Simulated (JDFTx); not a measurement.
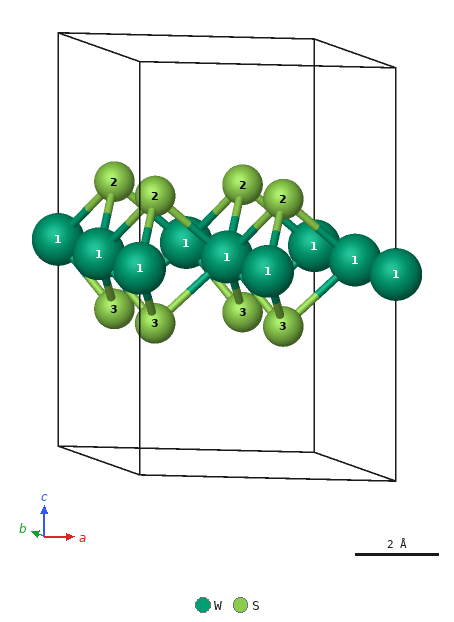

*The structure as given in the input (ball-and-stick view of the 2 × 2 repeat of the cell, with the vacuum cut short, seen slightly off an axis; atoms are numbered from 1 in the order of the input).*

# Single-point calculation, with input and output: WS$_{2}$

WS$_{2}$ (P-6m2, 3 atoms in the cell), computed with Kohn-Sham DFT of a periodic cell, PBEsol, PseudoDojo-SR-PBEsol-0.4.1-standard, no spin polarisation (JDFTx 1.7.0 (patched build)).

The structure derives from a Materials Project entry.

## Input
```
lattice \
    6.0159740246    -3.0079870123     0.0000000000 \
    0.0000000000     5.2099863337     0.0000000000 \
    0.0000000000     0.0000000000    32.0319498662
coords-type Lattice
ion W      0.0000000000     0.0000000000     0.0000000000 1
ion S      0.3333333333     0.6666666667     0.0920005100 1
ion S      0.3333333333     0.6666666667     0.9079994900 1

ion-species pseudo/W.upf
ion-species pseudo/S.upf
elec-cutoff 37 296
elec-ex-corr gga-PBEsol
kpoint-folding 10 10 2
elec-smearing Fermi 0.0018374661
elec-n-bands 19
electronic-SCF nIterations 100 energyDiffThreshold 1e-09
electronic-minimize nIterations 30 energyDiffThreshold 1e-7
converge-empty-states yes
forces-output-coords Cartesian

dump-name run.$VAR
dump End Ecomponents EigStats BandEigs Kpoints Forces Stress ElecDensity
```

Hardware: 1 thread of Arm Neoverse V1, 24 GiB of memory available, shared host.

Launched with:
```bash
jdftx -c 1 -i WS2.in -o WS2.out
```

## Log
```
*************** JDFTx 1.7.0 (patched build) ***************

Input parsed successfully to the following command list (including defaults):
[... the input with its defaults ...]

---------- Setting up symmetries ----------

Found 24 point-group symmetries of the bravais lattice
Found 12 space-group symmetries with basis
Applied RMS atom displacement 1.63734e-10 bohrs to make symmetries exact.

---------- Initializing the Grid ----------
R =
[      6.01597     -3.00799            0  ]
[            0      5.20999            0  ]
[            0            0      32.0319  ]
unit cell volume = 1003.98
G =
[    1.04442   0.602994         -0  ]
[          0    1.20599          0  ]
[          0         -0   0.196154  ]
Minimum fftbox size, Smin = [  48  48  252  ]
Chosen fftbox size, S = [  48  48  252  ]

---------- Initializing tighter grid for wavefunction operations ----------
R =
[      6.01597     -3.00799            0  ]
[            0      5.20999            0  ]
[            0            0      32.0319  ]
unit cell volume = 1003.98
G =
[    1.04442   0.602994         -0  ]
[          0    1.20599          0  ]
[          0         -0   0.196154  ]
Minimum fftbox size, Smin = [  36  36  176  ]
Chosen fftbox size, S = [  36  36  180  ]

---------- Exchange Correlation functional ----------
Initalized PBEsol GGA exchange.
Initalized PBEsol GGA correlation.

---------- Setting up pseudopotentials ----------
Width of ionic core gaussian charges (only for fluid interactions / plotting) set to 0

Reading pseudopotential file 'pseudo/W.upf':
  'W' pseudopotential, 'PBESOL' functional
  Generated using ONCVPSP code by D. R. Hamann
  14 valence electrons, 4 orbitals, 8 projectors, 1001 radial grid points, with lMax = 3
    5S    l: 0   occupation:  2.0   eigenvalue: -2.907164
    5P    l: 1   occupation:  6.0   eigenvalue: -1.588366
    5D    l: 2   occupation:  4.0   eigenvalue: -0.165815
    6S    l: 0   occupation:  2.0   eigenvalue: -0.211168
  Core radius for overlap checks: 2.00 bohrs.

Reading pseudopotential file 'pseudo/S.upf':
  'S' pseudopotential, 'PBESOL' functional
  Generated using ONCVPSP code by D. R. Hamann
  6 valence electrons, 2 orbitals, 6 projectors, 1001 radial grid points, with lMax = 2
    3S    l: 0   occupation:  2.0   eigenvalue: -0.631879
    3P    l: 1   occupation:  4.0   eigenvalue: -0.256451
  Core radius for overlap checks: 1.58 bohrs.

Initialized 2 species with 3 total atoms.

Folded 1 k-points by 10x10x2 to 200 k-points.

---------- Setting up k-points, bands, fillings ----------
Adding inversion symmetry to k-mesh for non-inversion-symmetric unit cell.
Reduced to 28 k-points under symmetry.
Computing the number of bands and number of electrons
Calculating initial fillings.
nElectrons:  26.000000   nBands: 19   nStates: 28

----- Setting up reduced wavefunction bases (one per k-point) -----
average nbasis = 10793.675 , ideal nbasis = 10792.511

---------- Setting up ewald sum ----------
Optimum gaussian width for ewald sums = 3.326329 bohr.
Real space sum over 1445 unit cells with max indices [  8  8  2  ]
Reciprocal space sum over 2673 terms with max indices [  4  4  16  ]

---------- Allocating electronic variables ----------
Initializing wave functions:  linear combination of atomic orbitals
Note: number of bands (19) exceeds available atomic orbitals (18)
W pseudo-atom occupations:   s ( 2 2 )  p ( 6 )  d ( 4 )
S pseudo-atom occupations:   s ( 2 )  p ( 4 )
	FillingsUpdate:  mu: -0.102302379  nElectrons: 26.000000
LCAOMinimize: Iter:   0  F: -89.4563232116934586  |grad|_K:  6.734e-03  alpha:  1.000e+00
	FillingsUpdate:  mu: -0.077188116  nElectrons: 26.000000
LCAOMinimize: Iter:   1  F: -89.4907682196650711  |grad|_K:  3.829e-03  alpha:  9.376e-02  linmin: -4.226e-01  cgtest:  9.637e-01
LCAOMinimize: Encountered beta<0, resetting CG.
[... 12 lines of inner loops ...]
LCAOMinimize: 	Predicted alpha/alphaT>3.000000, increasing alphaT to 6.090666e-01.
	FillingsUpdate:  mu: -0.002826209  nElectrons: 26.000000
LCAOMinimize: Iter:   7  F: -89.5069770009063177  |grad|_K:  2.785e-07  alpha:  7.964e-01  linmin: -8.676e-05  cgtest: -4.919e-03
LCAOMinimize: Converged (|Delta F|<1.000000e-06 for 2 iters).

-------- Electronic minimization -----------
Will mix electronic density at each iteration.
	FillingsUpdate:  mu: -0.002826209  nElectrons: 26.000000
	FillingsUpdate:  mu: -0.016430369  nElectrons: 26.000000
SCF: Cycle:  0   F: -89.579679763536149   dF: -7.270e-02   |Residual|: 1.787e-01   |deigs|: 8.555e-02
	FillingsUpdate:  mu: -0.010074197  nElectrons: 26.000000
SCF: Cycle:  1   F: -89.666213487728371   dF: -8.653e-02   |Residual|: 8.869e-02   |deigs|: 9.163e-03
	FillingsUpdate:  mu: -0.004688795  nElectrons: 26.000000
SCF: Cycle:  2   F: -89.695871843424996   dF: -2.966e-02   |Residual|: 2.843e-02   |deigs|: 1.061e-02
	FillingsUpdate:  mu: -0.000000000  nElectrons: 26.000000
SCF: Cycle:  3   F: -89.697645821581702   dF: -1.774e-03   |Residual|: 1.836e-02   |deigs|: 4.839e-03
	FillingsUpdate:  mu: +0.009683337  nElectrons: 26.000000
SCF: Cycle:  4   F: -89.697758744537779   dF: -1.129e-04   |Residual|: 1.304e-02   |deigs|: 9.381e-03
	FillingsUpdate:  mu: +0.011816948  nElectrons: 26.000000
SCF: Cycle:  5   F: -89.698614608015887   dF: -8.559e-04   |Residual|: 7.448e-03   |deigs|: 2.212e-03
	FillingsUpdate:  mu: +0.021574350  nElectrons: 26.000000
SCF: Cycle:  6   F: -89.699145961728419   dF: -5.314e-04   |Residual|: 5.811e-03   |deigs|: 9.656e-03
	FillingsUpdate:  mu: +0.024335178  nElectrons: 26.000000
SCF: Cycle:  7   F: -89.699183459696073   dF: -3.750e-05   |Residual|: 3.672e-03   |deigs|: 2.746e-03
	FillingsUpdate:  mu: +0.030488561  nElectrons: 26.000000
SCF: Cycle:  8   F: -89.699203747345791   dF: -2.029e-05   |Residual|: 2.534e-03   |deigs|: 6.540e-03
	FillingsUpdate:  mu: +0.035318266  nElectrons: 26.000000
SCF: Cycle:  9   F: -89.699232927147591   dF: -2.918e-05   |Residual|: 2.533e-03   |deigs|: 4.888e-03
	FillingsUpdate:  mu: +0.037928067  nElectrons: 26.000000
SCF: Cycle: 10   F: -89.699245227857219   dF: -1.230e-05   |Residual|: 2.767e-03   |deigs|: 2.588e-03
	FillingsUpdate:  mu: +0.042821370  nElectrons: 26.000000
SCF: Cycle: 11   F: -89.699264432166416   dF: -1.920e-05   |Residual|: 1.321e-03   |deigs|: 4.821e-03
	FillingsUpdate:  mu: +0.042965121  nElectrons: 26.000000
SCF: Cycle: 12   F: -89.699265308647725   dF: -8.765e-07   |Residual|: 7.630e-04   |deigs|: 2.807e-04
	FillingsUpdate:  mu: +0.043553182  nElectrons: 26.000000
SCF: Cycle: 13   F: -89.699265609941946   dF: -3.013e-07   |Residual|: 4.379e-04   |deigs|: 8.108e-04
	FillingsUpdate:  mu: +0.043874872  nElectrons: 26.000000
SCF: Cycle: 14   F: -89.699265862446808   dF: -2.525e-07   |Residual|: 2.742e-04   |deigs|: 3.399e-04
	FillingsUpdate:  mu: +0.043794561  nElectrons: 26.000000
SCF: Cycle: 15   F: -89.699265994093494   dF: -1.316e-07   |Residual|: 1.090e-04   |deigs|: 1.156e-04
	FillingsUpdate:  mu: +0.043800918  nElectrons: 26.000000
SCF: Cycle: 16   F: -89.699266027694719   dF: -3.360e-08   |Residual|: 2.676e-05   |deigs|: 9.903e-05
	FillingsUpdate:  mu: +0.043787717  nElectrons: 26.000000
SCF: Cycle: 17   F: -89.699266031975156   dF: -4.280e-09   |Residual|: 9.373e-06   |deigs|: 3.022e-05
	FillingsUpdate:  mu: +0.043790995  nElectrons: 26.000000
SCF: Cycle: 18   F: -89.699266033220908   dF: -1.246e-09   |Residual|: 5.805e-06   |deigs|: 1.702e-05
	FillingsUpdate:  mu: +0.043794650  nElectrons: 26.000000
SCF: Cycle: 19   F: -89.699266034079685   dF: -8.588e-10   |Residual|: 3.362e-06   |deigs|: 3.284e-05
	FillingsUpdate:  mu: +0.043794350  nElectrons: 26.000000
SCF: Cycle: 20   F: -89.699266034349435   dF: -2.698e-10   |Residual|: 1.438e-06   |deigs|: 2.676e-05
SCF: Converged (|Delta E|<1.000000e-09 for 2 iters).

Setting wave functions to eigenvectors of Hamiltonian
Converging empty states (this may take a while):
EmptyStates: None of the convergence criteria satisfied.
|deigs|: 9.019e-04

# Stress tensor in Cartesian coordinates [Eh/a0^3]:
[  4.80628e-05            0            0  ]
[            0  4.80628e-05            0  ]
[            0            0  1.46072e-05  ]

# Ionic positions in lattice coordinates:
ion W  -0.000000000022222   0.000000000022222   0.000000000000000 1
ion S   0.333333333311111   0.666666666688889   0.092000510000000 1
ion S   0.333333333311111   0.666666666688889   0.907999490000000 1

# Forces in Cartesian coordinates:
force W   0.000000000000000  -0.000000000000000   0.000000000000000 1
force S   0.000000000000000   0.000000000000000  -0.002406147319685 1
force S  -0.000000000000000   0.000000000000000   0.002406147319685 1

# Energy components:
   Eewald =      140.8560693124524619
       EH =      216.3246531438465752
     Eloc =     -476.0897022887971275
      Enl =       15.6788463508484632
      Exc =      -22.7884997339505730
 Exc_core =        8.2644464330395664
       KE =       28.0549207482258431
-------------------------------------
     Etot =      -89.6992660343348263
       TS =        0.0000000000146156
-------------------------------------
        F =      -89.6992660343494350

IonicMinimize: Iter:   0  F: -89.699266034349435  |grad|_K:  1.134e-03
IonicMinimize: None of the convergence criteria satisfied after 0 iterations.

#--- Lowdin population analysis ---
# oxidation-state W +0.435
# oxidation-state S -0.099 -0.099

Dumping 'run.eigStats' ...
	eMin: -2.710479 at state 0 ( [ +0.000000 +0.000000 +0.000000 ] spin 0 )
	HOMO: +0.008413 at state 1 ( [ +0.000000 +0.000000 +0.500000 ] spin 0 )
	mu  : +0.043793
	LUMO: +0.081283 at state 26 ( [ +0.300000 +0.300000 +0.000000 ] spin 0 )
	eMax: +0.311854 at state 25 ( [ +0.200000 +0.400000 +0.500000 ] spin 0 )
	HOMO-LUMO gap: +0.072870
	Optical gap  : +0.078885 at state 27 ( [ +0.300000 +0.300000 +0.500000 ] spin 0 )
WARNING: the last solve of the electrons (or of bands or displaced states from it) ended unconverged.
Done!
```

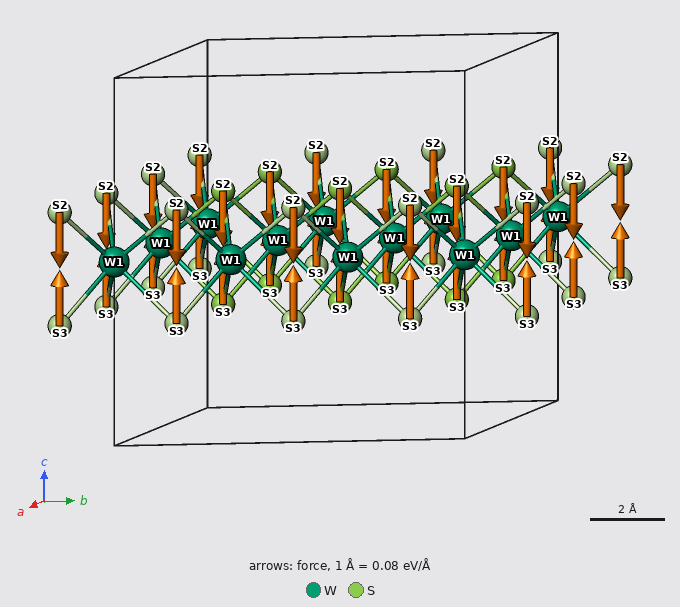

*Forces on the atoms as orange arrows (ball-and-stick view of the 2 × 3 repeat of the cell, with the vacuum cut short, seen slightly off an axis; neighbours outside the cell are drawn fainter; atoms are numbered from 1 in the order of the input).*

The largest act on S2, S3 (0.12 eV/Å). The geometry is not a stationary point of this energy.

## Key numbers

```tsv
quantity	value
outcome	converged
space group (tolerance 0.01 Å)	P-6m2 (187)
electrons treated	26
free energy	−2440.8414 eV
gap on the k-point mesh	1.98 eV
pressure	−1.09 GPa
largest force (length of the vector)	0.124 eV/Å
wall time	8.4 min
peak memory	0.49 GiB
```

## Remarks

Notes on the run: WARNING: the last solve of the electrons (or of bands or displaced states from it) ended unconverged. Spin–orbit coupling is left out, which matters for W.
